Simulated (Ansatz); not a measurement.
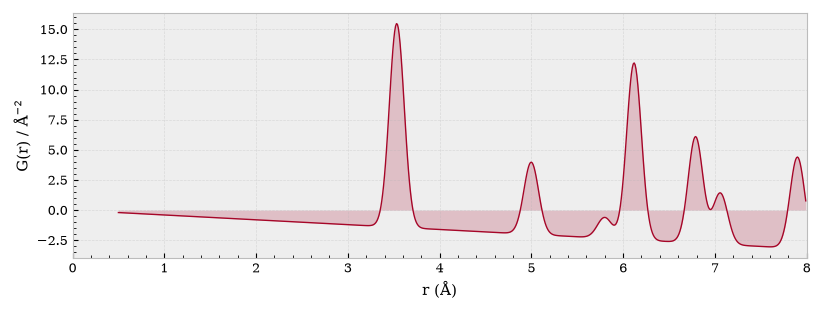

The curve is a calculated neutron PDF: distances of the static structure, each pair weighted by the product of the tabulated coherent neutron scattering lengths (natural isotope mix where the element has one), broadened by Gaussians with σ = 0.08 Å. There is no Q-range truncation.

Candidate polymorphs:

A. 
```
Bi
1.0
     4.02211    0.00000    0.00000
     0.00000    4.02211    0.00000
     0.00000    0.00000    4.02211
Bi
2
Direct
  0.00000 0.00000 0.00000
  0.50000 0.50000 0.50000
```

B. 
```yaml
crystal:
  lattice:
    - [3.53079, 0.00000, 0.00000]
    - [-1.76539, 3.05775, 0.00000]
    - [0.00000, 0.00000, 5.79887]
  atoms:
    - { symbol: Bi, position: [0.33333, 0.66667, 0.75000] }
    - { symbol: Bi, position: [0.66667, 0.33333, 0.25000] }
```

Origins: A, the input geometry of an electronic-structure calculation (not necessarily at equilibrium); the starting structure was generated, so it need not be a known form of this composition; B, the end point of a relaxation at fixed volume with DFT r2SCAN, scalar-relativistic, plane waves, PAW (Ansatz 0.2.0); the starting structure was generated, so it need not be a known form of this composition.

**From which structure was the curve computed?**

Candidate B, Bi, P6_3/mmc (first clear peaks at 3.53 Å (Bi–Bi) and 5.00 Å (Bi–Bi)). A would give first clear peaks at 3.48 Å (Bi–Bi) and 4.02 Å (Bi–Bi).
